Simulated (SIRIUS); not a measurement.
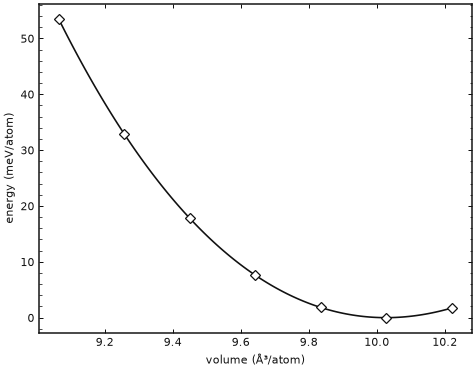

The figure shows the energy against volume for CuO, space group P-6m2 (No. 187) (cell built by us, not taken from a database).

The given structure:
```cif
data_structure
_symmetry_space_group_name_H-M 'P 1'
_symmetry_Int_Tables_number 1
_cell_length_a 2.8363
_cell_length_b 2.8363
_cell_length_c 2.7681
_cell_angle_alpha 90.000
_cell_angle_beta 90.000
_cell_angle_gamma 120.000
_cell_volume 19.29
loop_
_atom_site_label
_atom_site_type_symbol
_atom_site_fract_x
_atom_site_fract_y
_atom_site_fract_z
_atom_site_occupancy
Cu1 Cu 0.00000 0.00000 0.00000 1
O1 O 0.66667 0.33333 0.50000 1
```

Computed with SIRIUS 7.12.0: all-electron LAPW DFT, no spin polarisation; energies at scaled volumes of the given cell, shape and fractions fixed, counted from the fit's minimum, third-order Birch-Murnaghan fit. Level: BLYP.

- k mesh: 6×6×5
- occupations: Fermi–Dirac
- smearing width: 0.05 eV
- potentials: all electron FP LAPW
- program settings: basis apw+lo standard, gk cutoff 4.62 1/bohr, pw cutoff 24 1/bohr

This calculation gives: equilibrium volume 10.03 Å³/atom and bulk modulus 154 GPa.

Now the level changes from BLYP to revPBE. What happens?

The equilibrium volume falls from 10.03 to 9.83 Å³/atom (−2.0 %) and the bulk modulus rises from 154 to 159 GPa (+3.2 %).

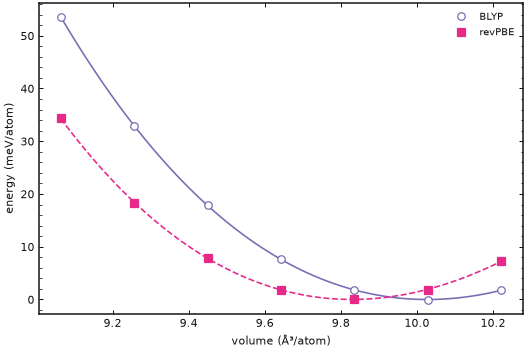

The two results together.

For both, limits of the calculation: coarse k mesh; shape and atomic fractions are frozen while scaling, which makes layered, chain and framework solids too stiff.

V0 and the bulk modulus come from third-order Birch–Murnaghan fits.
